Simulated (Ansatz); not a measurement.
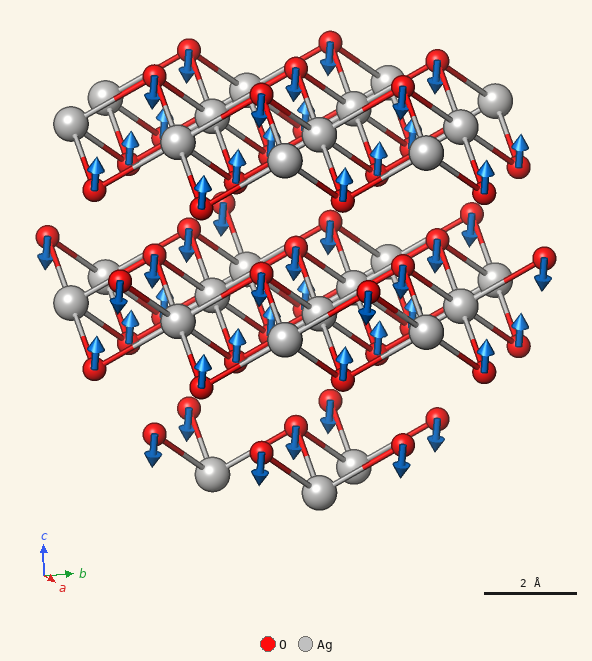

A relaxation of crystalline AgO$_{2}$ (a generated structure, set up in C2/m) (coarse preliminary run). The starting structure is drawn; blue arrows show the displacements (the part carried along by the change of the cell is left out), magnified 5 times.

The picture is a ball-and-stick view of the atoms within 5.8 Å of the atom that moves most (axes of the conventional cell (2 times the calculation's cell)), seen slightly off an axis. Lengths and directions refer to the drawn axes.

Case: Au → Ag, Te → O on all its sites, cell and atoms relaxed.

The calculation used Ansatz, DFT r2SCAN, scalar-relativistic, plane waves, PAW. Settings: plane-wave cutoff 500 eV; k-point mesh 8 × 8 × 6; occupations gaussian; smearing width 0.1 eV; no spin polarisation; cell and atoms relaxed; force threshold 0.05 eV/Å; at most 60 steps.

Q: Which element moves most?

A: Oxygen: up to 0.16 Å, against 0.00 Å for silver.

Q: What did the optimiser do to the structure, and how much energy did it gain?

A: The energy falls by 122 meV per atom in 4 accepted moves (5 points after the start). Largest force component: 1.5 eV/Å at the start, 0.035 eV/Å at the end. Pressure: −13.25 GPa at the start and 0.03 GPa at the end. The SCF was repeated once at an unchanged geometry on a basis and grid sized afresh for the cell, which shifted the energy by 0.4 meV per atom at most. The largest moves relative to the cell, 0.16 Å, are those of O atoms. Ag stays in place. Cell: a 5.593 → 5.566 Å (−0.5 %), b 3.240 → 3.271 Å (+0.9 %), c 3.999 → 3.783 Å (−5.4 %), β 90.0° → 90.7°. Volume −5.0 %. Among the contacts that change: Ag–O 2.222 → 2.102 Å, Ag–O 2.143 → 2.071 Å. Bond angles that change, for instance: Ag–O–Ag 93.6° → 102.1°, O–Ag–O 93.6° → 102.1°, O–Ag–O 86.4° → 77.9°. The space group stays C2/m (No. 12).

Limits of the set-up: an odd number of electrons was run without spin polarisation, which fails if the electron would localise.
